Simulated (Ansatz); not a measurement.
## Geometry relaxation, with input and output: PtS2 (part 2 of 2)

The same run, continued: PtS2 (P-3m1, 3 atoms in the cell); DFT, r2SCAN+rVV10, plane waves, PAW, no spin polarisation (Ansatz 0.2.0); cutoff 500 eV, 12×12×6 k-mesh, Fermi–Dirac smearing of 0.03 eV. The structure was built on a prototype by a generator. The geometry comes from this level: PBEsol.

Geometry of the input (Å; fractional positions):
```
3.5672  0.0000  0.0000
-1.7836  3.0893  0.0000
0.0000  0.0000  4.8475
Pt 0.0000  0.0000  0.0000
S  0.3333  0.6667  0.2474
S  0.6667  0.3333  0.7526
```

**The program's output, continued**
```
SCF iter   1: F=—  HF=-14345.655360 eV  |F-HF|=—  |Δ(HF+E_count)|=         —  Δρ=1.46e-4  dr2=1.07e-6  dr2_τ=9.67e-6  ethr=1.18e-7  ⟨swp⟩=3.6  Hψ=15524  notcnv=0
preconditioner: auto → Resta (q_TF=auto, 2.459 Å⁻¹)  ε∞=6.3  [insulator: Δε(μ)=0.855 eV  Ē_g=10.133 eV  σ=0.030 eV  W_gap=1.00  n_scr=22 (ndim 8)  ℏωp=23.3 eV  f_vac=0.017  D(μ)=0.00/eV (n_scr^D=0)  ε∞_Penn≈6.3]
SCF iter   2: F=—  HF=-14345.655384 eV  |F-HF|=—  |Δ(HF+E_count)|=   2.45e-5  Δρ=7.32e-5  dr2=2.59e-7  dr2_τ=1.19e-6  ethr=3.57e-9  ⟨swp⟩=2.8  Hψ=3368  notcnv=0
SCF iter   3: F=—  HF=-14345.655385 eV  |F-HF|=—  |Δ(HF+E_count)|=   9.67e-7  Δρ=6.50e-6  dr2=1.43e-8  dr2_τ=7.87e-9  ethr=8.62e-10  ⟨swp⟩=2.0  Hψ=3100  notcnv=0
SCF iter   4: F=—  HF=-14345.655385 eV  |F-HF|=—  |Δ(HF+E_count)|=   5.32e-9  Δρ=2.47e-6  dr2=1.27e-9  dr2_τ=4.66e-10  ethr=4.76e-11  ⟨swp⟩=2.9  Hψ=3424  notcnv=0
SCF iter   5: F=—  HF=-14345.655385 eV  |F-HF|=—  |Δ(HF+E_count)|=   1.06e-9  Δρ=3.03e-7  dr2=4.97e-11  dr2_τ=9.15e-12  ethr=4.23e-12  ⟨swp⟩=2.1  Hψ=2875  notcnv=0
SCF iter   6: F=-14345.655385 eV  HF=-14345.655385 eV  |F-HF|=5.46e-12  |Δ(HF+E_count)|=  1.09e-11  Δρ=1.10e-7  dr2=1.09e-11  dr2_τ=5.60e-13  ethr=1.00e-12  ⟨swp⟩=6.0  Hψ=8671  notcnv=0
SCF 6 converged in 6 iterations: F = -14345.655385 eV  dr2 = 1.09e-11
relax step   6: F+E_penalty+E_count = -14345.65538530 eV  Δ(F+E_penalty+E_count) = -6.992e-4 eV  max|allowed force component| = 1.752e-4 eV/Å  Δτ_max = 0.0000 Å  P = -0.008 GPa  Ω = 56.008 Å³  stress off target by 1.55e-2 GPa  SCF on the basis re-selected at this cell (its energy is not comparable with the rows above)  (6 SCF iters)
```

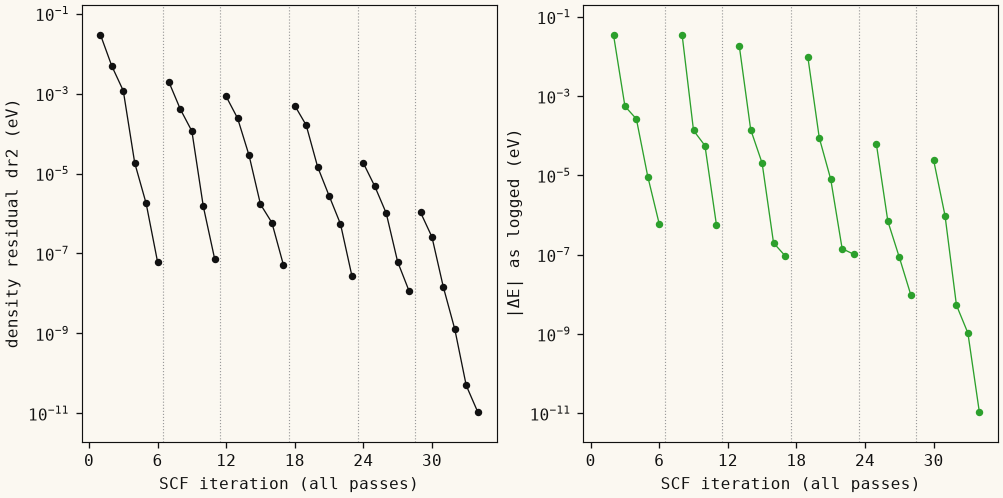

Figure 1. Convergence of the self-consistent field: density residual dr2 and size of the energy change against the SCF iteration. The dotted lines part the SCF passes of the relaxation: geometry steps, rejected trials and re-solves on a re-selected basis. The 6 passes take 5 to 6 iterations each, 34 in all.

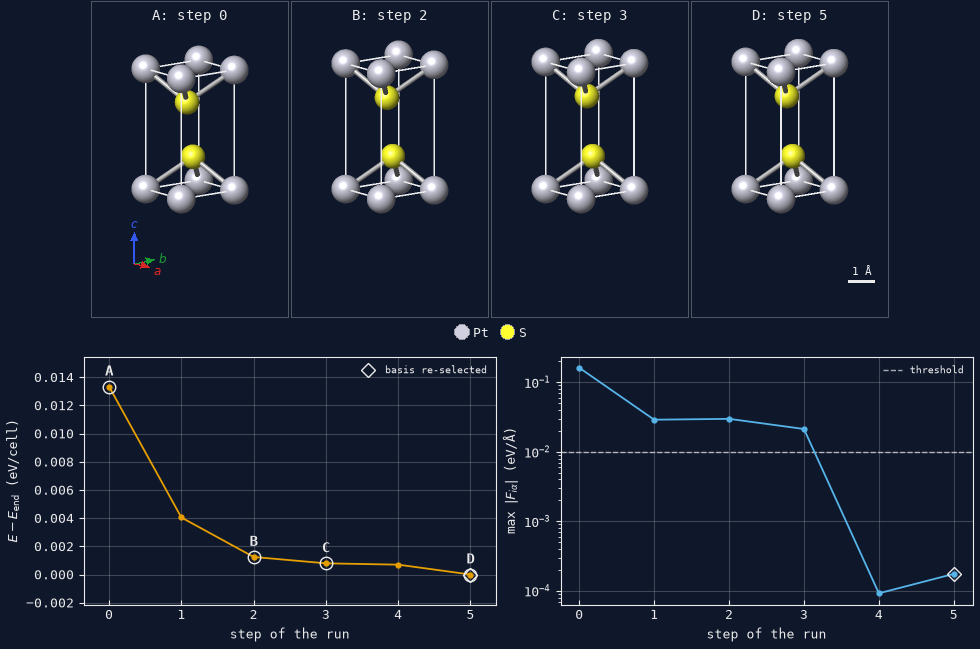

Figure 2. Frames of the relaxation (ball-and-stick view of the cell of the calculation, seen slightly off an axis) above the curves, on which the letters mark them (the first geometry is step 0 here and step 1 in the log).

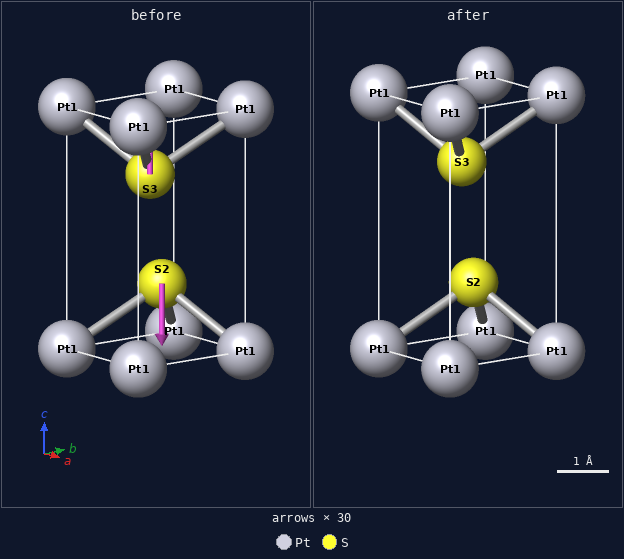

Figure 3. Before (left) and after (right) the relaxation, at one scale (ball-and-stick view of the cell of the calculation, seen slightly off an axis). The pink arrows give the displacements (without the part carried along by the change of the cell), magnified 30 times. The largest moves relative to the cell, 0.042 Å, are those of S2 and S3. Pt stays in place. Cell: a = b 3.567 → 3.553 Å (−0.4 %), c 4.847 → 5.124 Å (+5.7 %). Volume +4.8 %. Among the contacts that change: Pt1–S2 2.383 → 2.389 Å. The space group stays P-3m1 (No. 164). Over 4 geometry steps the energy falls by 12.6 meV per cell of the calculation. Largest force component: 0.16 eV/Å at the start, 0.00017 eV/Å at the end. Pressure: 1.71 GPa at the start and −0.01 GPa at the end. A last SCF at the same geometry on a re-selected plane-wave basis shifts the energy by −0.7 meV per cell of the calculation. (Atoms are counted from 1 in the order of the input.)

```
basis re-selected at this cell: Δ(F+E_penalty+E_count) = -6.992e-4 eV, ΔP = +0.003 GPa vs the last step (what re-selecting the basis moved, of the pressure what is left beyond the Pulay correction that the steps carried, after the strain that the cell walked since its last selection, with what the two solves' SCF thresholds leave and, on support functions, any second-order correction that the steps lacked; it is no measure of the basis error at this ecutwfc). The dense FFT grid was sized anew with the basis: this SCF ran on 30×30×45 points, the steps before it on 30×30×40, so part of this shift can come from that change (see relax.cell in the input reference). This SCF's stress stands 1.55e-2 GPa from its target on what of the cell is left free (relax.cell.stress_tol is 5.00e-2 GPa) and its largest allowed force component is 1.75e-4 eV/Å (relax.f_tol is 1.00e-2 eV/Å): within both
SCF converged after 6 iterations
Free energy (F): -14345.655385 eV
Harris-Foulkes:  -14345.655385 eV  (|F-HF|=5.46e-12)
Internal energy: -14345.655385 eV  (E = F + TS)
E sigma→0 (E₀):  -14345.655385 eV
Entropy (-TS):   -0.000000 eV (-0.000 meV/atom)
Fermi energy:    10.784309 eV
--- Per-component energies (eV) ---
  E_band       = -351.702812
  E_kinetic    = 849.136672
  E_local      = -3113.125716  (includes V_loc(G=0)·N_el)
  E_nonlocal   = 256.541583
  E_hartree    = 1228.975829
  E_xc         = -429.262293
  E_vxc        = -525.958333  (∫ρ·V_xc dr)
  E_paw        = -10697.807970  (= ΣΔE_a)
  E_vpaw       = -306.672336  (= ΣTr[D̂ρ^β])
  E_aug_tail   = 0.000123  (compensation charges beyond the density's cutoff)
  E_vtau       = 30.423676  (kinetic-family band-sum trace: ∫τ·v_τ [+ j·A + Jᵃ·Aᵃ] dr)
  E_ewald      = -2439.662585
  E_core_change = -0.451028  (= ΣΔE_core)
  E_smearing   = -0.000000  (= −TS)
  E_closure    = -0.000000  (closes the sum)
  Σ components = -14345.655385   (vs F -14345.655385, Δ=0.00e0)
--- Forces (eV/Å), atoms counted from 1 ---
  atom   1  Pt    -0.00000000     0.00000000     0.00000000
  atom   2  S     -0.00000000     0.00000000     0.00017519
  atom   3  S      0.00000000     0.00000000    -0.00017519
  max |Σ_I F_I| component: 4.63e-18 eV/Å
--- Stress (GPa, compression-positive) ---
       -0.015507      -0.000000       0.000000
       -0.000000      -0.015507      -0.000000
        0.000000      -0.000000       0.007932
  P = ⅓ Tr σ = -0.0077 GPa (-0.077 kbar)
--- Relaxed structure (5 steps of the walk, 5 accepted, 1 SCFs on fresh bases) ---
  F+E_penalty+E_count = -14345.65538530 eV   max|allowed force component| = 1.752e-4 eV/Å   (the final SCF, on the basis selected at the relaxed cell)
  cell:  # Å, volume = 56.0084 Å³
    - [3.552791424298636, 2.8750961558077336e-11, -2.1890122509183466e-32]
    - [-1.7763957121742169, 3.0768076277757417, 1.389399048351208e-32]
    - [-2.974665791340334e-32, 4.6272578976405196e-33, 5.123695166316425]
  atoms:
    - { symbol: Pt, position: [1.099882326302689e-34, -4.961401328060431e-34, -1.1928652668130467e-19] }
    - { symbol: S, position: [0.33333333333333326, 0.6666666666666666, 0.23920207197415258] }
    - { symbol: S, position: [0.6666666666666666, 0.3333333333333333, 0.7607979280258473] }
```

**Trajectory as extended XYZ (Å, eV, eV/Å), 6 frames, from step=1 to step=6**
```
3
Lattice="3.5672 0.0000 0.0000 -1.7836 3.0893 0.0000 0.0000 0.0000 4.8475" Properties=species:S:1:pos:R:3:forces:R:3 step=1 energy=-14345.64205 pressure_GPa=1.71
Pt    0.0000    0.0000    0.0000    0.0000   0.0000   0.0000
S     0.0000    2.0595    1.1991    0.0000   0.0000   0.1618
S     1.7836    1.0298    3.6484    0.0000   0.0000  -0.1618
3
Lattice="3.5683 0.0000 0.0000 -1.7842 3.0903 0.0000 0.0000 0.0000 4.9634" Properties=species:S:1:pos:R:3:forces:R:3 step=2 energy=-14345.65134 pressure_GPa=-0.17
Pt    0.0000    0.0000    0.0000    0.0000   0.0000   0.0000
S     0.0000    2.0602    1.2159    0.0000   0.0000  -0.0290
S     1.7842    1.0301    3.7475    0.0000   0.0000   0.0290
3
Lattice="3.5594 0.0000 0.0000 -1.7797 3.0825 0.0000 0.0000 0.0000 5.0569" Properties=species:S:1:pos:R:3:forces:R:3 step=3 energy=-14345.65414 pressure_GPa=-0.19
Pt    0.0000    0.0000    0.0000    0.0000   0.0000   0.0000
S     0.0000    2.0550    1.2229    0.0000   0.0000  -0.0298
S     1.7797    1.0275    3.8340    0.0000   0.0000   0.0298
3
Lattice="3.5553 0.0000 0.0000 -1.7777 3.0790 0.0000 0.0000 0.0000 5.1206" Properties=species:S:1:pos:R:3:forces:R:3 step=4 energy=-14345.65459 pressure_GPa=-0.03
Pt    0.0000    0.0000    0.0000    0.0000   0.0000   0.0000
S     0.0000    2.0527    1.2228    0.0000   0.0000   0.0213
S     1.7777    1.0263    3.8978    0.0000   0.0000  -0.0213
3
Lattice="3.5528 0.0000 0.0000 -1.7764 3.0768 0.0000 0.0000 0.0000 5.1237" Properties=species:S:1:pos:R:3:forces:R:3 step=5 energy=-14345.65469 pressure_GPa=-0.01
Pt    0.0000    0.0000    0.0000    0.0000   0.0000   0.0000
S     0.0000    2.0512    1.2256    0.0000   0.0000   0.0001
S     1.7764    1.0256    3.8981    0.0000   0.0000  -0.0001
3
Lattice="3.5528 0.0000 0.0000 -1.7764 3.0768 0.0000 0.0000 0.0000 5.1237" Properties=species:S:1:pos:R:3:forces:R:3 step=6 energy=-14345.65539 pressure_GPa=-0.01
Pt    0.0000    0.0000    0.0000    0.0000   0.0000   0.0000
S     0.0000    2.0512    1.2256    0.0000   0.0000   0.0002
S     1.7764    1.0256    3.8981    0.0000   0.0000  -0.0002
```

**Results in brief**

| quantity | value |
| --- | --- |
| outcome | converged |
| space group (tolerance 0.01 Å) | P-3m1 (164) |
| electrons treated | 30 |
| free energy | −14345.6554 eV |
| Fermi energy | 10.784 eV |
| pressure | −0.01 GPa |
| final volume | 56.01 Å³ |
| largest force (length of the vector) at the end | under 0.001 eV/Å |
| final cell | a = 3.553 Å, b = 3.553 Å, c = 5.124 Å, α = 90.00°, β = 90.00°, γ = 120.00° |
| wall time | 49 s (CPU time 97 s) |
| peak memory | 0.61 GiB |

**Notes**

Spin–orbit coupling is left out, which matters for Pt.
